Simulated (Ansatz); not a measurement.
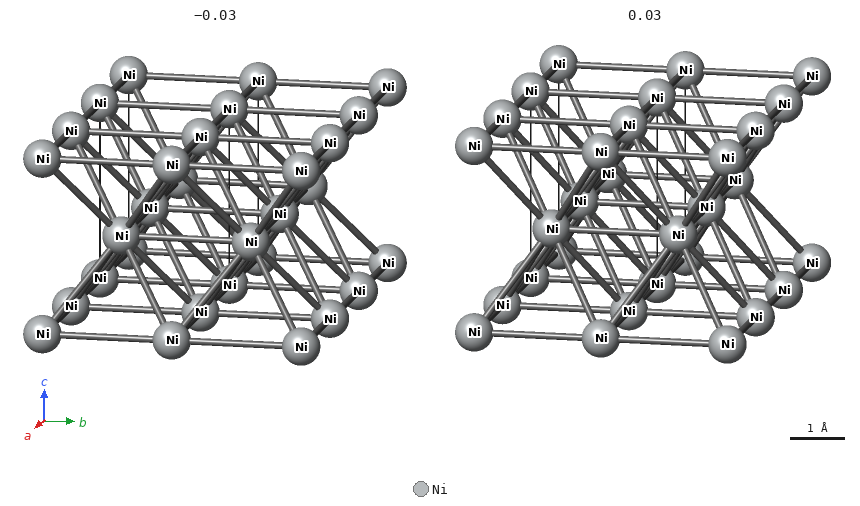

A crystal of Ni (set up in Fm-3m), under uniaxial strain along c (a, b relaxed, atoms fixed by symmetry), with energies (extrapolated to zero smearing) counted from the relaxed crystal, which is the row at zero; the cubic crystal is set up in a tetragonal cell with a = a(cubic)/√2 and c = a(cubic). The picture shows the first and the last member. Style: ball-and-stick. Shown: the cell of the calculation, repeated 3 × 2 × 1 with one cell outlined, slightly off an axis.

Computed with Ansatz 0.2.0: DFT PBEsol, scalar-relativistic, plane waves, PAW. Set-up: plane-wave cutoff 420 eV; k-point mesh 22 × 22 × 16; occupations gaussian; smearing width 0.1 eV; collinear spin; force threshold 0.008 eV/Å.

```json
{"strain": "−0.03", "energy (meV/atom)": "5.04", "a (Å)": "2.478", "c (Å)": "3.359"}
{"strain": "−0.02", "energy (meV/atom)": "2.21", "a (Å)": "2.468", "c (Å)": "3.394"}
{"strain": "−0.01", "energy (meV/atom)": "0.53", "a (Å)": "2.458", "c (Å)": "3.429"}
{"strain": "0.0", "energy (meV/atom)": "0.00", "a (Å)": "2.449", "c (Å)": "3.463"}
{"strain": "0.01", "energy (meV/atom)": "0.70", "a (Å)": "2.440", "c (Å)": "3.498"}
{"strain": "0.02", "energy (meV/atom)": "?", "a (Å)": "?", "c (Å)": "?"}
{"strain": "0.03", "energy (meV/atom)": "5.91", "a (Å)": "2.424", "c (Å)": "3.567"}
```

Fill in the missing row.

A parabola through three neighbouring rows (0.0, 0.01, 0.03) gives, with Lagrange weights, (−0.3333)(0.00) + (1.0000)(0.70) + (0.3333)(5.91) = 2.67 meV/atom. The calculation gives 2.68 meV/atom (a = 2.432 Å, c = 3.532 Å). The estimate is 0.01 meV/atom too low. From the first member to the last: Ni–Ni 2.478 → 2.424 Å, Ni–Ni 2.427 → 2.474 Å.

The whole series:

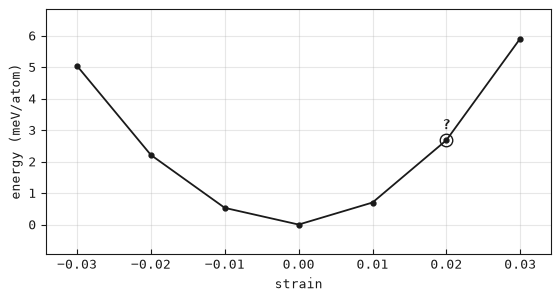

The cells carry a magnetic moment (1.3 to 1.3 μB per cell in all, first to last member); only the order that this cell allows was tried.

Each member starts from this one structure; whether another phase lies lower wasn't checked.
